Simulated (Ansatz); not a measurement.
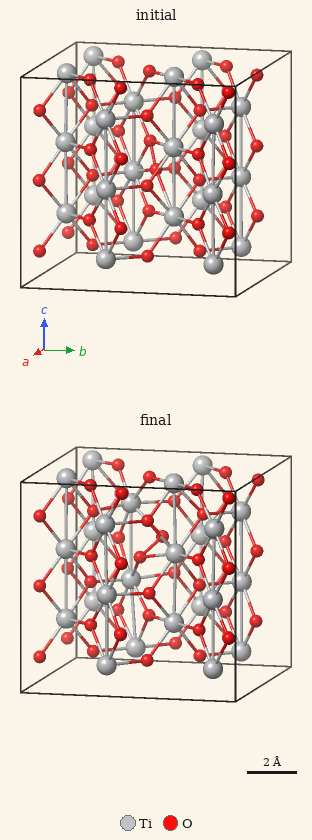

The structure of a defect cell of composition Ti24O49 (cell charge +1) before (top) and after (bottom) a relaxation, at one scale.

Style: ball-and-stick. Shown: the cell of the calculation (origin shifted), slightly off an axis.

The atoms of the start lie slightly off their symmetric places, so part of the fall in energy undoes that.

These are results of DFT, PBEsol, PAW, plane waves (Ansatz), not measurements. Settings: plane-wave cutoff 420 eV; k-point mesh 1 × 1 × 1; mesh shifted by (0.25, 0.25, 0.25); collinear spin; atoms relaxed in a fixed cell; force threshold 0.03 eV/Å; at most 80 steps.

**Describe what moved and what it gained.**

After 10 geometry steps the energy has fallen by 5.618 eV per cell of the calculation. The largest force component goes from 7.3 to 0.028 eV/Å. An O atom moves most: 0.97 Å along [0 −1 1]. By element the largest moves are O 0.97 Å, Ti 0.27 Å. The cell stays as it was. Among the contacts that change: O–Ti 2.245 → 3.172 Å, O–Ti 1.957 → 2.651 Å, O–Ti 1.777 → 2.077 Å, Ti–Ti 2.912 → 3.200 Å. Bonds break, among them: O–Ti (1.96 → 2.65 Å), O–Ti (2.24 → 3.17 Å). Among the angles between lasting bonds that change: Ti–O–O 164.8° → 97.6°, Ti–O–O 73.1° → 97.1°, Ti–O–Ti 99.3° → 116.0°.

Limits of the set-up: the cell is charged, on a uniform background, and energies carry no finite-size correction.
